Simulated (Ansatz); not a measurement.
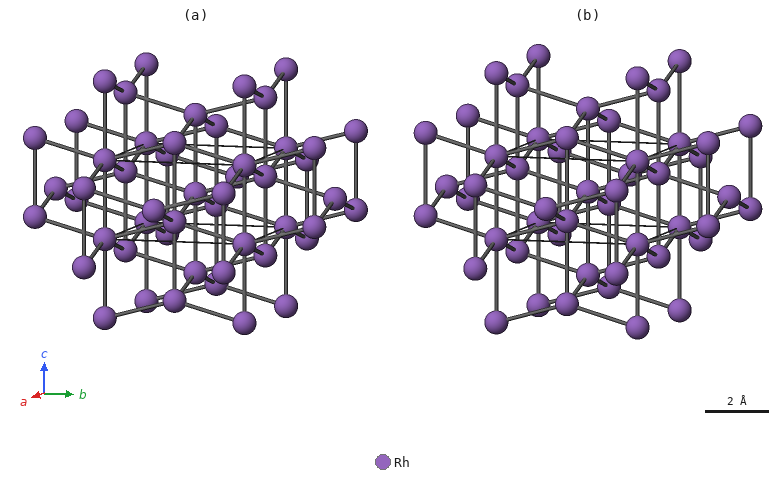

The structure of solid Rh (built on the beta-tin_141 type) (coarse preliminary run) before (left) and after (right) a relaxation, at one scale.

The picture is a ball-and-stick view of the conventional cell (2 times the calculation's cell), seen slightly off an axis. Lengths and directions refer to the drawn axes.

Case: beta-tin type (I4_1/amd, No. 141).

All numbers below come from DFT r2SCAN, scalar-relativistic, plane waves, PAW in Ansatz 0.2.0. (plane-wave cutoff 500 eV; k-point mesh 8 × 8 × 8; occupations gaussian; smearing width 0.1 eV; no spin polarisation; cell and atoms relaxed; force threshold 0.04 eV/Å; at most 70 steps)

Describe what moved and what it gained.

Over 4 accepted moves (5 points after the start) the energy falls by 0.149 eV per cell of the calculation. All forces vanish by symmetry, so only the cell relaxes. The pressure goes from 19.45 to 0.02 GPa. The SCF was repeated once at an unchanged geometry on a basis and grid sized afresh for the cell, which shifted the energy by 0.8 meV per cell of the calculation at most. The atoms keep their places relative to the cell (all moves are under 0.005 Å). The drawn cell changes as follows: a = b 4.699 → 4.751 Å (+1.1 %), c 2.563 → 2.699 Å (+5.3 %); the volume changes by +7.7 %. Near-neighbour distances that change, for instance: Rh–Rh 2.563 → 2.699 Å, Rh–Rh 2.435 → 2.470 Å. The space group stays I4_1/amd (No. 141).
